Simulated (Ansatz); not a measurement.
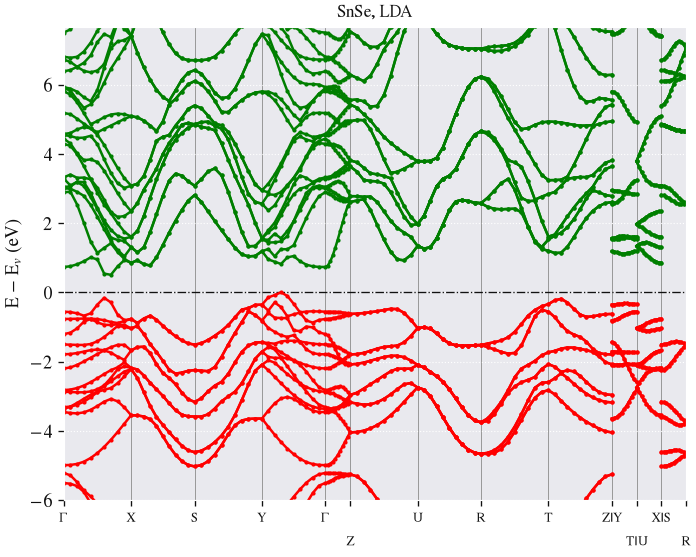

Band structure. Energies are counted from the top of the valence band.

Q: What lattice type does the k path imply?

A: A primitive orthorhombic lattice: the path Γ–X–S–Y–Γ–Z–U–R–T–Z|Y–T|U–X|S–R runs through the special points of its Brillouin zone.

System: SnSe, space group Pnma, 8 atoms in the cell.

Space group Pnma (No. 62). a = 11.420 Å, b = 4.190 Å, c = 4.460 Å, α = 90.00°, β = 90.00°, γ = 90.00°
| atom | site | symmetry | x | y | z |
| --- | --- | --- | --- | --- | --- |
| Sn | 4c | .m. | 0.8770 | 0.7500 | 0.9090 |
| Se | 4c | .m. | 0.6430 | 0.7500 | 0.9840 |

Method: LDA, Ansatz PAW, no spin polarisation, no spin-orbit coupling, 3×6×6 k mesh, 420 eV cutoff (Ansatz 0.2.0).

Q: What does the band structure say about the gap?

A: The bands leave a gap. The gap along this path is 0.51 eV and indirect, from the valence-band top between Y and Γ to the conduction-band bottom between Γ and X; the smallest direct gap is 0.70 eV, between Γ and X.

Q: What are the direct gaps at Z, R and X?

A: The direct gaps are 3.23 eV at Z, 4.10 eV at R and 1.62 eV at X.

Q: How much do the top valence band and the lowest conduction band disperse along the path?

A: The top valence band spans 1.5 eV and the lowest conduction band 2.3 eV.

Spin-orbit coupling is left out, which matters for Sn and Se. The PAW data sets were made with another functional. LDA, GGA and most meta-GGA functionals understate gaps. In reduced coordinates of the cell that was run, X is (0, 0.5, 0), S is (0, 0.5, 0.5), Y is (0, 0, 0.5), Z is (0.5, 0, 0), U is (0.5, 0.5, 0), R is (0.5, 0.5, 0.5) and T is (0.5, 0, 0.5).
